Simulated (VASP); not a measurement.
**Run report: CuO, optical-spectrum calculation (part 3 of 3)**

CuO (F-43m, 2 atoms in the cell); Kohn-Sham DFT of a periodic cell, PBE, VASP PAW PBE potentials, recommended, no spin polarisation (VASP 6.6.1); cutoff 520 eV, 10×10×10 k-mesh, Gaussian smearing of 0.02 eV. The structure was built on a prototype by a generator; it need not be a known phase.

Geometry of the input (Å; fractional positions):
```
0.0000  2.3273  2.3273
2.3273  0.0000  2.3273
2.3273  2.3273  0.0000
Cu 0.0000  0.0000  0.0000
O  0.2500  0.2500  0.2500
```

Parts of OUTCAR, continued:
```
  frequency dependent IMAGINARY DIELECTRIC FUNCTION (independent particle, no local field effects) current-current
     E(ev)      X         Y         Z        XY        YZ        ZX
  --------------------------------------------------------------------------------------------------------------
     0.00000   243.01950   243.01950   243.01950    -0.00000     0.00000    -0.00000
     1.22541     0.17794     0.17794     0.17794    -0.00000    -0.00000    -0.00000
     2.45081     1.11681     1.11681     1.11681     0.00000     0.00000     0.00000
     3.67622     0.01804     0.01804     0.01804     0.00000    -0.00000     0.00000
     4.90162     2.40223     2.40223     2.40223     0.00000    -0.00000     0.00000
     6.12703     1.99410     1.99410     1.99410    -0.00000    -0.00000     0.00000
     7.35243     4.93313     4.93313     4.93313     0.00000     0.00000     0.00000
     8.57784     1.10646     1.10646     1.10646     0.00000     0.00000    -0.00000
     9.80324     4.75922     4.75922     4.75922     0.00000     0.00000    -0.00000
    11.02865     2.11663     2.11663     2.11663     0.00000     0.00000     0.00000
    12.25405     3.79052     3.79052     3.79052     0.00000     0.00000    -0.00000
    13.47946     1.74012     1.74012     1.74012    -0.00000    -0.00000     0.00000
    14.70486     1.95535     1.95535     1.95535    -0.00000     0.00000     0.00000
    15.93027     1.87344     1.87344     1.87344    -0.00000     0.00000     0.00000
    17.15567     0.67518     0.67518     0.67518     0.00000    -0.00000     0.00000
    18.38108     0.87108     0.87108     0.87108     0.00000     0.00000     0.00000
    19.60648     0.07365     0.07365     0.07365     0.00000    -0.00000     0.00000
    20.83189     0.41493     0.41493     0.41493    -0.00000    -0.00000     0.00000
    22.05729     0.68134     0.68134     0.68134    -0.00000     0.00000    -0.00000
    23.28270     0.30510     0.30510     0.30510    -0.00000     0.00000    -0.00000
    24.50810     0.46502     0.46502     0.46502    -0.00000     0.00000    -0.00000
    25.73351     0.38283     0.38283     0.38283     0.00000     0.00000    -0.00000
    26.95891     0.46866     0.46866     0.46866    -0.00000    -0.00000    -0.00000
    28.18432     0.67876     0.67876     0.67876     0.00000    -0.00000     0.00000
    29.40972     1.01599     1.01599     1.01599     0.00000     0.00000    -0.00000
    30.63513     0.79259     0.79259     0.79259     0.00000     0.00000    -0.00000
    31.86053     0.39870     0.39870     0.39870     0.00000     0.00000     0.00000
    33.08594     0.28694     0.28694     0.28694     0.00000    -0.00000     0.00000
    34.31134     0.34629     0.34629     0.34629    -0.00000     0.00000     0.00000
    35.53675     0.14896     0.14896     0.14896     0.00000    -0.00000     0.00000
    36.76215     0.19781     0.19781     0.19781     0.00000    -0.00000    -0.00000
    37.98756     0.28853     0.28853     0.28853     0.00000     0.00000     0.00000
    39.21296     0.27120     0.27120     0.27120     0.00000    -0.00000     0.00000
    40.43837     0.28444     0.28444     0.28444    -0.00000     0.00000     0.00000
    41.66377     0.34838     0.34838     0.34838     0.00000     0.00000    -0.00000
    42.88918     0.18086     0.18086     0.18086     0.00000    -0.00000    -0.00000
    44.11458     0.26258     0.26258     0.26258     0.00000     0.00000     0.00000
    45.33999     0.22463     0.22463     0.22463    -0.00000    -0.00000     0.00000
    46.56539     0.19739     0.19739     0.19739    -0.00000     0.00000    -0.00000
    47.79080     0.17661     0.17661     0.17661     0.00000     0.00000     0.00000
    49.01620     0.18612     0.18612     0.18612    -0.00000     0.00000    -0.00000
    50.24161     0.20377     0.20377     0.20377     0.00000     0.00000     0.00000
    51.46701     0.18010     0.18010     0.18010    -0.00000    -0.00000    -0.00000
    52.69242     0.29399     0.29399     0.29399    -0.00000     0.00000     0.00000
    53.91783     0.19282     0.19282     0.19282     0.00000    -0.00000     0.00000
    55.14323     0.23673     0.23673     0.23673    -0.00000     0.00000    -0.00000
    56.36864     0.11181     0.11181     0.11181     0.00000     0.00000     0.00000
    57.59404     0.16717     0.16717     0.16717     0.00000     0.00000     0.00000
    58.81945     0.12996     0.12996     0.12996     0.00000     0.00000     0.00000
    60.04485     0.09220     0.09220     0.09220     0.00000     0.00000     0.00000
    61.27026     0.11622     0.11622     0.11622    -0.00000     0.00000    -0.00000
    62.49566     0.07292     0.07292     0.07292    -0.00000    -0.00000    -0.00000
    63.72107     0.15834     0.15834     0.15834     0.00000     0.00000     0.00000
    64.94647     0.06619     0.06619     0.06619     0.00000     0.00000     0.00000
    66.17188     0.12049     0.12049     0.12049    -0.00000     0.00000    -0.00000
    67.39728     0.09045     0.09045     0.09045    -0.00000    -0.00000     0.00000
    68.62269     0.08763     0.08763     0.08763    -0.00000     0.00000    -0.00000
    69.84809     0.13311     0.13311     0.13311     0.00000    -0.00000    -0.00000
    71.07350     0.11370     0.11370     0.11370     0.00000     0.00000     0.00000
    72.29890     0.12087     0.12087     0.12087     0.00000     0.00000    -0.00000
    73.52431     0.08958     0.08958     0.08958    -0.00000     0.00000     0.00000
    74.74971     0.07882     0.07882     0.07882     0.00000    -0.00000    -0.00000
    75.97512     0.06933     0.06933     0.06933    -0.00000     0.00000    -0.00000
    77.20052     0.11034     0.11034     0.11034     0.00000     0.00000     0.00000
    78.42593     0.09099     0.09099     0.09099    -0.00000    -0.00000     0.00000
    79.65133     0.11561     0.11561     0.11561    -0.00000     0.00000    -0.00000
    80.87674     0.07847     0.07847     0.07847     0.00000     0.00000     0.00000
    82.10214     0.09916     0.09916     0.09916    -0.00000     0.00000     0.00000
    83.32755     0.03962     0.03962     0.03962     0.00000     0.00000     0.00000
    84.55295     0.03155     0.03155     0.03155     0.00000     0.00000    -0.00000
    85.77836     0.02359     0.02359     0.02359     0.00000     0.00000     0.00000
    87.00376     0.00633     0.00633     0.00633     0.00000     0.00000    -0.00000
    88.22917     0.00794     0.00794     0.00794     0.00000    -0.00000     0.00000
    89.45457     0.00234     0.00234     0.00234     0.00000    -0.00000     0.00000
    90.67998     0.00288     0.00288     0.00288     0.00000     0.00000     0.00000
    91.90538     0.00293     0.00293     0.00293     0.00000    -0.00000    -0.00000
    93.13079     0.00147     0.00147     0.00147     0.00000     0.00000     0.00000
    94.35619     0.00596     0.00596     0.00596     0.00000    -0.00000     0.00000
    95.58160     0.00247     0.00247     0.00247     0.00000     0.00000     0.00000
    96.80700     0.00434     0.00434     0.00434     0.00000    -0.00000     0.00000
    98.03241     0.00370     0.00370     0.00370     0.00000     0.00000     0.00000
    99.25781     0.00417     0.00417     0.00417     0.00000     0.00000     0.00000
   100.48322     0.00000     0.00000     0.00000    -0.00000     0.00000    -0.00000
   101.70862     0.00000     0.00000     0.00000     0.00000     0.00000     0.00000
   102.93403     0.00000     0.00000     0.00000     0.00000     0.00000     0.00000
   104.15944     0.00000     0.00000     0.00000     0.00000     0.00000     0.00000
   105.38484     0.00000     0.00000     0.00000     0.00000     0.00000     0.00000
   106.61025     0.00000     0.00000     0.00000     0.00000     0.00000     0.00000
   107.83565     0.00000     0.00000     0.00000     0.00000     0.00000     0.00000
   109.06106     0.00000     0.00000     0.00000     0.00000     0.00000     0.00000
   110.28646     0.00000     0.00000     0.00000     0.00000     0.00000     0.00000
   111.51187     0.00000     0.00000     0.00000     0.00000     0.00000     0.00000
   112.73727     0.00000     0.00000     0.00000     0.00000     0.00000     0.00000
   113.96268     0.00000     0.00000     0.00000     0.00000     0.00000     0.00000
   115.18808     0.00000     0.00000     0.00000     0.00000     0.00000     0.00000
   116.41349     0.00000     0.00000     0.00000     0.00000     0.00000     0.00000
   117.63889     0.00000     0.00000     0.00000     0.00000     0.00000     0.00000
   118.86430     0.00000     0.00000     0.00000     0.00000     0.00000     0.00000
   120.08970     0.00000     0.00000     0.00000     0.00000     0.00000     0.00000
   121.31511     0.00000     0.00000     0.00000     0.00000     0.00000     0.00000

  frequency dependent      REAL DIELECTRIC FUNCTION (independent particle, no local field effects) current-current
     E(ev)        X           Y           Z          XY          YZ          ZX
  --------------------------------------------------------------------------------------------------------------
     0.00000   -37.01628   -37.01628   -37.01628     0.00000     0.00000     0.00000
     1.22541    -0.27593    -0.27593    -0.27593    -0.00000    -0.00000     0.00000
     2.45081     0.14051     0.14051     0.14051    -0.00000     0.00000     0.00000
     3.67622     3.65951     3.65951     3.65951     0.00000    -0.00000     0.00000
     4.90162     2.60004     2.60004     2.60004    -0.00000    -0.00000     0.00000
     6.12703     3.55703     3.55703     3.55703     0.00000     0.00000     0.00000
     7.35243     3.01996     3.01996     3.01996     0.00000     0.00000     0.00000
     8.57784     3.51793     3.51793     3.51793     0.00000    -0.00000     0.00000
     9.80324     2.28481     2.28481     2.28481     0.00000     0.00000     0.00000
    11.02865     1.13007     1.13007     1.13007    -0.00000     0.00000    -0.00000
    12.25405     0.53249     0.53249     0.53249     0.00000    -0.00000    -0.00000
    13.47946     1.05871     1.05871     1.05871    -0.00000    -0.00000    -0.00000
    14.70486     0.36031     0.36031     0.36031    -0.00000     0.00000     0.00000
    15.93027    -0.50400    -0.50400    -0.50400    -0.00000     0.00000    -0.00000
    17.15567     0.22294     0.22294     0.22294     0.00000     0.00000     0.00000
    18.38108    -0.00205    -0.00205    -0.00205    -0.00000    -0.00000    -0.00000
    19.60648     0.43551     0.43551     0.43551     0.00000     0.00000     0.00000
    20.83189     0.75541     0.75541     0.75541    -0.00000     0.00000     0.00000
    22.05729     0.73969     0.73969     0.73969     0.00000     0.00000    -0.00000
    23.28270     0.76686     0.76686     0.76686     0.00000    -0.00000    -0.00000
    24.50810     0.90498     0.90498     0.90498    -0.00000     0.00000    -0.00000
    25.73351     1.06878     1.06878     1.06878    -0.00000     0.00000     0.00000
    26.95891     0.96469     0.96469     0.96469    -0.00000     0.00000     0.00000
    28.18432     0.65720     0.65720     0.65720     0.00000     0.00000    -0.00000
    29.40972     0.81428     0.81428     0.81428     0.00000    -0.00000    -0.00000
    30.63513     0.47042     0.47042     0.47042    -0.00000    -0.00000    -0.00000
    31.86053     0.42477     0.42477     0.42477     0.00000     0.00000    -0.00000
    33.08594     0.66199     0.66199     0.66199     0.00000     0.00000     0.00000
    34.31134     0.70050     0.70050     0.70050     0.00000    -0.00000    -0.00000
    35.53675     0.71862     0.71862     0.71862    -0.00000    -0.00000    -0.00000
    36.76215     0.76645     0.76645     0.76645    -0.00000    -0.00000    -0.00000
    37.98756     0.82648     0.82648     0.82648    -0.00000    -0.00000    -0.00000
    39.21296     0.83087     0.83087     0.83087     0.00000     0.00000     0.00000
    40.43837     0.76207     0.76207     0.76207     0.00000     0.00000    -0.00000
    41.66377     0.78673     0.78673     0.78673     0.00000     0.00000     0.00000
    42.88918     0.79109     0.79109     0.79109    -0.00000    -0.00000    -0.00000
    44.11458     0.82627     0.82627     0.82627     0.00000    -0.00000     0.00000
    45.33999     0.79599     0.79599     0.79599     0.00000     0.00000     0.00000
    46.56539     0.81604     0.81604     0.81604     0.00000     0.00000     0.00000
    47.79080     0.78602     0.78602     0.78602    -0.00000     0.00000     0.00000
    49.01620     0.84676     0.84676     0.84676    -0.00000    -0.00000     0.00000
    50.24161     0.81971     0.81971     0.81971    -0.00000     0.00000    -0.00000
    51.46701     0.82649     0.82649     0.82649     0.00000    -0.00000    -0.00000
    52.69242     0.80674     0.80674     0.80674     0.00000     0.00000    -0.00000
    53.91783     0.80459     0.80459     0.80459     0.00000     0.00000     0.00000
    55.14323     0.82811     0.82811     0.82811    -0.00000    -0.00000    -0.00000
    56.36864     0.79050     0.79050     0.79050     0.00000     0.00000    -0.00000
    57.59404     0.78240     0.78240     0.78240    -0.00000    -0.00000    -0.00000
    58.81945     0.80784     0.80784     0.80784    -0.00000    -0.00000    -0.00000
    60.04485     0.82708     0.82708     0.82708    -0.00000    -0.00000    -0.00000
    61.27026     0.84211     0.84211     0.84211    -0.00000    -0.00000    -0.00000
    62.49566     0.84364     0.84364     0.84364     0.00000     0.00000    -0.00000
    63.72107     0.83023     0.83023     0.83023    -0.00000     0.00000     0.00000
    64.94647     0.83672     0.83672     0.83672    -0.00000    -0.00000     0.00000
    66.17188     0.86269     0.86269     0.86269    -0.00000     0.00000     0.00000
    67.39728     0.86787     0.86787     0.86787    -0.00000     0.00000     0.00000
    68.62269     0.86882     0.86882     0.86882    -0.00000    -0.00000     0.00000
    69.84809     0.85445     0.85445     0.85445     0.00000     0.00000    -0.00000
    71.07350     0.87285     0.87285     0.87285     0.00000     0.00000     0.00000
    72.29890     0.87331     0.87331     0.87331     0.00000    -0.00000     0.00000
    73.52431     0.87228     0.87228     0.87228    -0.00000     0.00000    -0.00000
    74.74971     0.85923     0.85923     0.85923    -0.00000    -0.00000    -0.00000
    75.97512     0.87748     0.87748     0.87748    -0.00000     0.00000     0.00000
    77.20052     0.87818     0.87818     0.87818     0.00000     0.00000    -0.00000
    78.42593     0.84999     0.84999     0.84999     0.00000    -0.00000    -0.00000
    79.65133     0.84904     0.84904     0.84904     0.00000     0.00000    -0.00000
    80.87674     0.84368     0.84368     0.84368     0.00000    -0.00000    -0.00000
    82.10214     0.80635     0.80635     0.80635     0.00000     0.00000    -0.00000
    83.32755     0.81112     0.81112     0.81112     0.00000     0.00000    -0.00000
    84.55295     0.82803     0.82803     0.82803    -0.00000    -0.00000     0.00000
    85.77836     0.83348     0.83348     0.83348    -0.00000    -0.00000    -0.00000
    87.00376     0.85172     0.85172     0.85172     0.00000    -0.00000    -0.00000
    88.22917     0.86661     0.86661     0.86661     0.00000     0.00000    -0.00000
    89.45457     0.87537     0.87537     0.87537     0.00000     0.00000    -0.00000
    90.67998     0.88297     0.88297     0.88297    -0.00000     0.00000    -0.00000
    91.90538     0.88872     0.88872     0.88872    -0.00000     0.00000    -0.00000
    93.13079     0.89627     0.89627     0.89627    -0.00000     0.00000    -0.00000
    94.35619     0.89896     0.89896     0.89896     0.00000     0.00000    -0.00000
    95.58160     0.90357     0.90357     0.90357     0.00000     0.00000    -0.00000
    96.80700     0.90676     0.90676     0.90676     0.00000     0.00000    -0.00000
    98.03241     0.90957     0.90957     0.90957     0.00000     0.00000    -0.00000
    99.25781     0.91198     0.91198     0.91198     0.00000     0.00000    -0.00000
   100.48322     0.91501     0.91501     0.91501     0.00000     0.00000    -0.00000
   101.70862     0.91924     0.91924     0.91924     0.00000     0.00000    -0.00000
   102.93403     0.92240     0.92240     0.92240     0.00000     0.00000    -0.00000
   104.15944     0.92520     0.92520     0.92520     0.00000     0.00000    -0.00000
   105.38484     0.92775     0.92775     0.92775     0.00000     0.00000    -0.00000
   106.61025     0.93011     0.93011     0.93011     0.00000     0.00000    -0.00000
   107.83565     0.93232     0.93232     0.93232     0.00000     0.00000    -0.00000
   109.06106     0.93439     0.93439     0.93439     0.00000     0.00000    -0.00000
   110.28646     0.93634     0.93634     0.93634     0.00000     0.00000    -0.00000
   111.51187     0.93819     0.93819     0.93819     0.00000     0.00000    -0.00000
   112.73727     0.93993     0.93993     0.93993     0.00000     0.00000    -0.00000
   113.96268     0.94160     0.94160     0.94160     0.00000     0.00000    -0.00000
   115.18808     0.94318     0.94318     0.94318     0.00000     0.00000    -0.00000
   116.41349     0.94468     0.94468     0.94468     0.00000     0.00000    -0.00000
   117.63889     0.94612     0.94612     0.94612     0.00000     0.00000    -0.00000
   118.86430     0.94749     0.94749     0.94749     0.00000     0.00000    -0.00000
   120.08970     0.94881     0.94881     0.94881     0.00000     0.00000    -0.00000
   121.31511     0.95006     0.95006     0.95006     0.00000     0.00000    -0.00000
```

CONTCAR:
```
CuO
   1.00000000000000
     0.0000000000000000    2.3272527300000001    2.3272527300000001
     2.3272527300000001    0.0000000000000000    2.3272527300000001
     2.3272527300000001    2.3272527300000001    0.0000000000000000
  Cu              O
     1     1
Direct
     0.0000000000000000    0.0000000000000000    0.0000000000000000
     0.2500000000000000    0.2500000000000000    0.2500000000000000

  0.00000000E+00  0.00000000E+00  0.00000000E+00
  0.00000000E+00  0.00000000E+00  0.00000000E+00
```

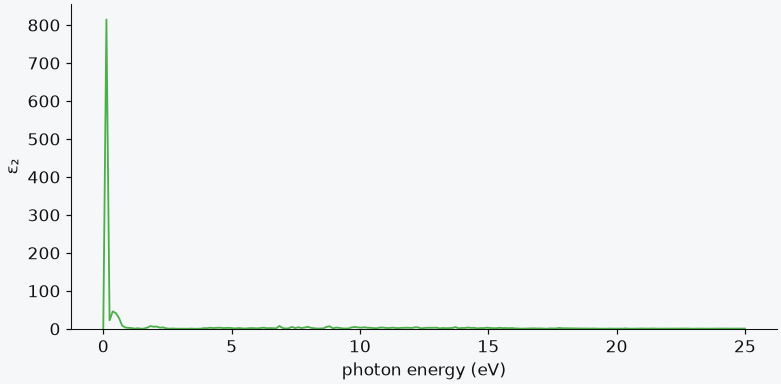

Imaginary part of the dielectric function (first component that the program prints). The highest peak, 814.5, lies at 0.12 eV.

Summary:

| quantity | value |
| --- | --- |
| outcome | converged |
| space group (tolerance 0.01 Å) | F-43m (216) |
| electrons treated | 17 |
| free energy | −9.4961 eV |
| Fermi energy of the self-consistent step | 3.048 eV |
| gap on the k-point mesh | none (metallic) |
| pressure | −9.24 GPa |
| largest force (length of the vector) | under 0.001 eV/Å |
| wall time | 50 s |
| peak memory | 0.19 GiB |

The run has no spin polarisation, so a magnetic state may lie lower. The cell is under a tension of 9.2 GPa at this level, so it is not at its equilibrium volume.
